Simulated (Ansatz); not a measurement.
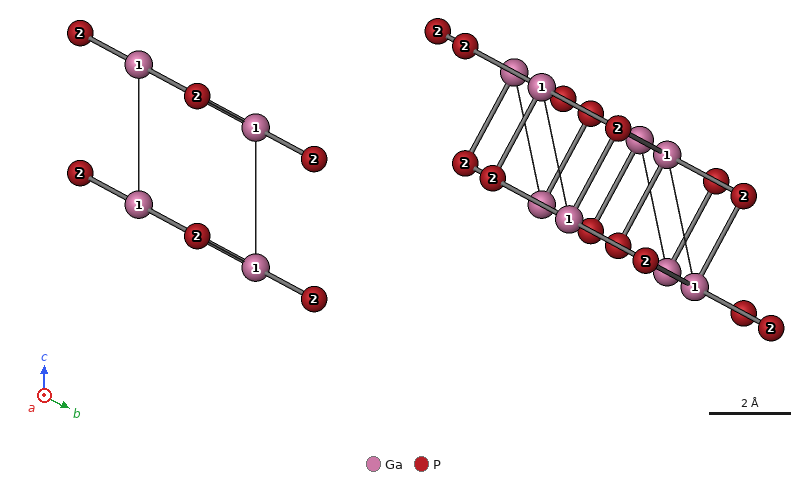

Two geometries of solid GaP (a generated structure, set up in I4/mmm) (coarse preliminary run), drawn at one scale. One is the start of a relaxation, the other its converged end. Style: ball-and-stick. Shown: the cell of the calculation, along the a axis.

Level of theory: DFT PBE, scalar-relativistic, plane waves, PAW (Ansatz 0.2.0). (plane-wave cutoff 420 eV; k-point mesh 6 × 6 × 6; occupations gaussian; smearing width 0.1 eV; no spin polarisation; cell and atoms relaxed; force threshold 0.04 eV/Å; at most 70 steps)

Which geometry has the lower energy?

The right one is the relaxed one. The energy falls by 1300 meV per atom in 9 accepted moves (11 points after the start). All forces vanish by symmetry, so only the cell relaxes. The pressure goes from 29.74 to 0.02 GPa. The SCF was repeated twice at an unchanged geometry on a basis and grid sized afresh for the cell, which shifted the energy by 25.7 meV per atom at most. The atoms keep their places relative to the cell (all moves are under 0.005 Å). The drawn cell changes as follows: a = b = c 3.655 → 3.646 Å (−0.3 %), α 106.9° → 119.9°, β 106.9° → 119.9°, γ 114.8° → 90.1°; the volume changes by −8.1 %. Some distances before and after: Ga1–P2 1.969 → 2.576 Å, Ga1–P2 (another image) 3.080 → 2.581 Å. The space group stays I4/mmm (No. 139). The run took 38 s on 1 thread of AMD EPYC (Zen 3) (shared host), peak memory 0.33 GiB.
